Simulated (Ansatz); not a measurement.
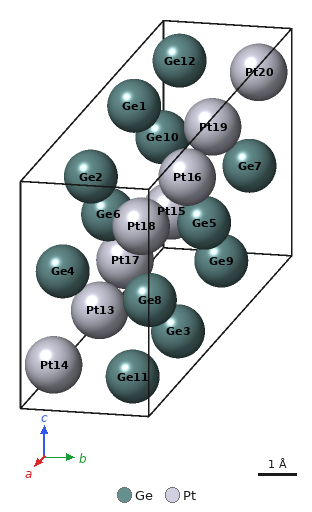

Crystalline Ge$_{3}$Pt$_{2}$ (set up in Pnma), before the relaxation. The picture is a spheres-only view of the cell of the calculation, seen slightly off an axis.

Level of theory: DFT PBEsol, scalar-relativistic, plane waves, PAW (Ansatz 0.2.0).

Input
```yaml
crystal:
  lattice:
    - [16.38358977, 0.0, 0.0]
    - [0.0, 3.46873993, 0.0]
    - [0.0, 0.0, 6.20484438]
  atoms:
    - { symbol: Ge, position: [0.42921336, 0.25, 0.93748755] }
    - { symbol: Ge, position: [0.73196021, 0.25, 0.84020677] }
    - { symbol: Ge, position: [0.57078664, 0.75, 0.06251245] }
    - { symbol: Ge, position: [0.92921336, 0.25, 0.56251245] }
    - { symbol: Ge, position: [0.38849863, 0.75, 0.41148181] }
    - { symbol: Ge, position: [0.61150137, 0.25, 0.58851819] }
    - { symbol: Ge, position: [0.07078664, 0.75, 0.43748755] }
    - { symbol: Ge, position: [0.76803979, 0.75, 0.34020677] }
    - { symbol: Ge, position: [0.26803979, 0.75, 0.15979323] }
    - { symbol: Ge, position: [0.23196021, 0.25, 0.65979323] }
    - { symbol: Ge, position: [0.88849863, 0.75, 0.08851819] }
    - { symbol: Ge, position: [0.11150137, 0.25, 0.91148181] }
    - { symbol: Pt, position: [0.67073884, 0.25, 0.20803928] }
    - { symbol: Pt, position: [0.99319301, 0.25, 0.19645512] }
    - { symbol: Pt, position: [0.17073884, 0.25, 0.29196072] }
    - { symbol: Pt, position: [0.50680699, 0.75, 0.69645512] }
    - { symbol: Pt, position: [0.49319301, 0.25, 0.30354488] }
    - { symbol: Pt, position: [0.82926116, 0.75, 0.70803928] }
    - { symbol: Pt, position: [0.32926116, 0.75, 0.79196072] }
    - { symbol: Pt, position: [0.00680699, 0.75, 0.80354488] }
basis:
  ecutwfc: 420
kpoints:
  mp_grid: { grid: [4, 10, 6] }
hamiltonian:
  xc: pbesol
scf:
  occupations: { method: gaussian, width: 0.1 }
output:
  forces: true
  stress: true
  eigenvalues: true
  write_density: true
  write_potential: true
  elf: true
  volumetric_format: npy
relax:
  adjacent_minimum: "off"
  f_tol: 0.005
  max_steps: 80
  cell: { stress_tol: 0.05 }
```

Launched with:
```bash
ansatz run input.yaml --threads 4 --pin off --max-ram 10240MiB --backend cpu --events-out ev --progress --plain --runs-dir out
```

**Where does the relaxation end?**

Over 5 accepted moves (7 points after the start) the energy falls by 3.1 meV per atom. The largest force component goes from 0.15 to 0.0031 eV/Å. The pressure goes from −1.84 to 0.00 GPa. The line search rejected the trial step at point 3 of the run. The SCF was repeated once at an unchanged geometry on a basis and grid sized afresh for the cell, which shifted the energy by 0.1 meV per atom at most. The largest moves relative to the cell, 0.024 Å, are those of Ge2, Ge8, Ge9 and Ge10. Ge2 goes roughly along +c. Largest moves by element: Ge 0.024 Å, Pt 0.020 Å. The volume changes by −1.8 %, with a 16.384 → 16.407 Å (+0.1 %), b 3.469 → 3.400 Å (−2.0 %), c 6.205 → 6.208 Å (0.0 %). Some distances before and after: Ge1–Pt19 2.551 → 2.531 Å, Ge11–Pt18 2.553 → 2.540 Å, Ge10–Pt15 2.493 → 2.481 Å, Ge10–Pt19 2.494 → 2.489 Å. The space group stays Pnma (No. 62). Cost: 23 min on 4 threads of Intel(R) Xeon(R) Processor @ 2.50GHz (Skylake/Cascade Lake), with other jobs on the host, peak memory 3.7 GiB.

Step by step:

```tsv
step	E − E(0), meV/atom	largest force component, eV/Å	pressure, GPa	volume, Å³/atom	note
0	0.00	0.1485	-1.84	17.631	
1	-1.19	0.1600	1.83	17.101	
2	-3.12	0.0331	0.03	17.332	
3	-3.02	0.0749	-0.22	17.322	rejected
4	-3.22	0.0135	-0.03	17.323	
5	-3.23	0.0050	0.00	17.313	
6	-3.23	0.0031	0.00	17.313	
7	-3.14	0.0031	0.00	17.313	same geometry, new basis
```

The end point in the same view:

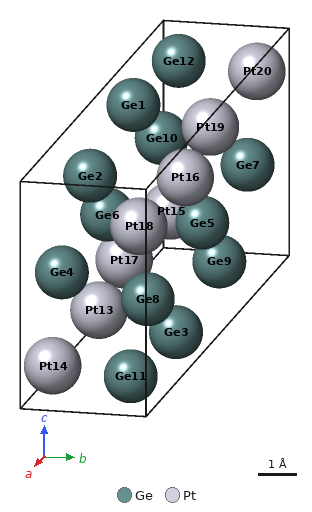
